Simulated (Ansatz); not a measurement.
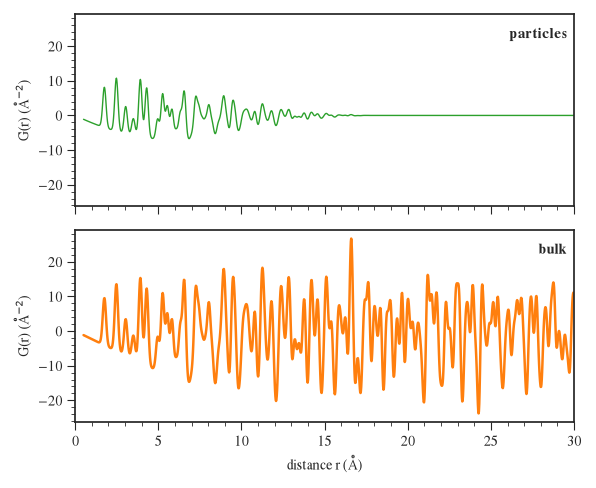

The curve is a calculated X-ray PDF: distances of the static structure, each pair weighted by the product of the atomic numbers (X-ray weights at Q = 0), broadened by Gaussians with σ = 0.10 Å, for spherical particles of C with the bulk structure: the bulk G(r) is multiplied by the envelope of a sphere of diameter D, 1 − 3r/2D + r³/2D³, with no surface relaxation. The number density is 0.185 atoms per Å³. It is based on the geometry relaxed with DFT, PBEsol, plane waves (420 eV) with PAW, scalar-relativistic (Ansatz); the starting structure was generated, so it need not be a known form of this composition.

Estimate the particle diameter.

About 18 Å (1.8 nm): the signal is half of the bulk amplitude at r ≈ 6.2 Å and vanishes at r = D, fading from view somewhat earlier.

Roughly how many atoms does one particle hold?

About 560 (number density 0.185 Å⁻³ times πD³/6).
